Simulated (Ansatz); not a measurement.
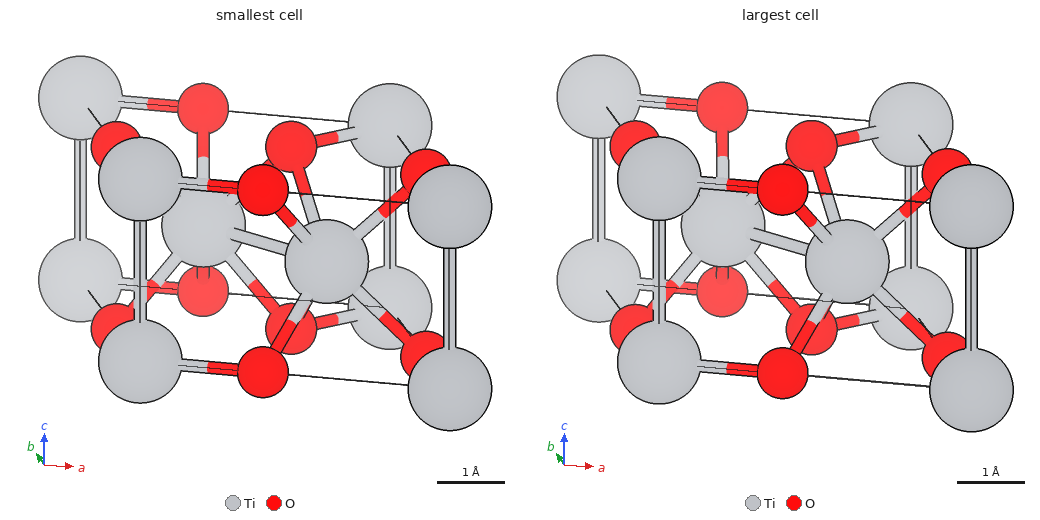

TiO, space group P-62m (No. 189), relaxed (cell and atoms, zero pressure) with four choices of dispersion term on top of PBEsol; the smallest and the largest of the relaxed conventional cells are drawn to one scale (sticks follow a distance rule). The start was a structure listed in the Materials Project. It needn't be the stable form of this composition.

Alike in all runs: Ansatz 0.2.0; functional PBEsol; potentials Ansatz PAW; cutoff 420 eV; k mesh 6 × 6 × 9 on the run's cell of 6 atoms; occupations fermi-dirac, width 0.05 eV; no spin polarisation; no spin-orbit coupling. All runs are metallic.

| level | volume (Å³/atom) | a (Å) | c (Å) |
| --- | --- | --- | --- |
| D3(BJ)-ATM | 9.87 | 4.923 | 2.821 |
| D4 | 9.96 | 4.940 | 2.827 |
| D3(BJ) | 9.81 | 4.914 | 2.816 |
| none | ? | ? | ? |

Fill in the row of none.

Volume 10.06 Å³/atom; a 4.956 Å; c 2.838 Å. That is the largest volume of all.

Order the levels by the relaxed volume, smallest first.

D3(BJ) (9.81 Å³/atom), D3(BJ)-ATM (9.87 Å³/atom), D4 (9.96 Å³/atom), none (10.06 Å³/atom). Rows within a few tenths of a per cent can't be told apart.

Caveat: the plane-wave basis is chosen anew once the cell has moved, so the energies of steps on either side of that aren't comparable; pairwise dispersion terms can overbind metals strongly.
